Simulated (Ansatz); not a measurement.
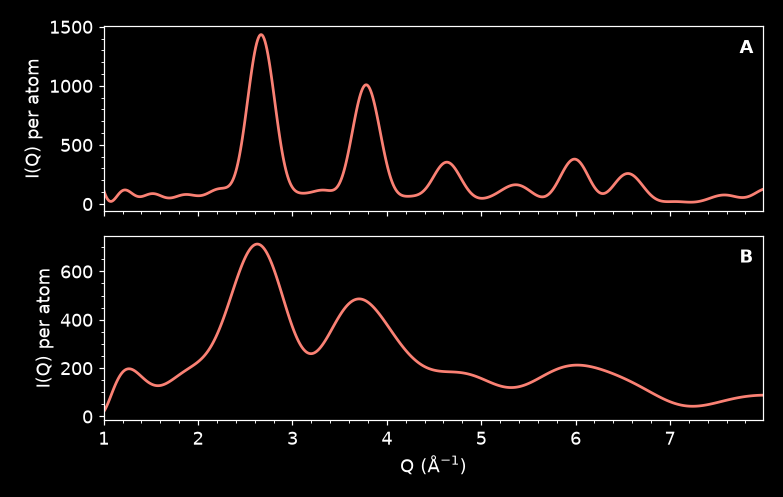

X-ray scattering of spheres cut from the crystal structure of Ni (Pm-3m, a = 2.342 Å, b = 2.342 Å, c = 2.342 Å, α = 90.00°, β = 90.00°, γ = 90.00°), calculated atom by atom with the Debye equation (B = 0.5 Å², no relaxation of the surface). It is based on the input geometry of an electronic-structure calculation (not necessarily at equilibrium); the starting structure was generated, so it need not be a known form of this composition.

The spheres are 10 and 20 Å across. Which curve is which?

Answer. curve A: 20 Å (341 atoms); curve B: 10 Å (33 atoms). Peak widths go roughly as 2π/D, so the largest sphere has the sharpest peaks.

Index the main peaks of the largest sphere.

Answer. Q ≈ 2.67 Å⁻¹: 100; Q ≈ 3.78 Å⁻¹: 110; Q ≈ 4.64 Å⁻¹: 111; Q ≈ 5.37 Å⁻¹: 200; Q ≈ 5.99 Å⁻¹: 210; Q ≈ 6.55 Å⁻¹: 211.
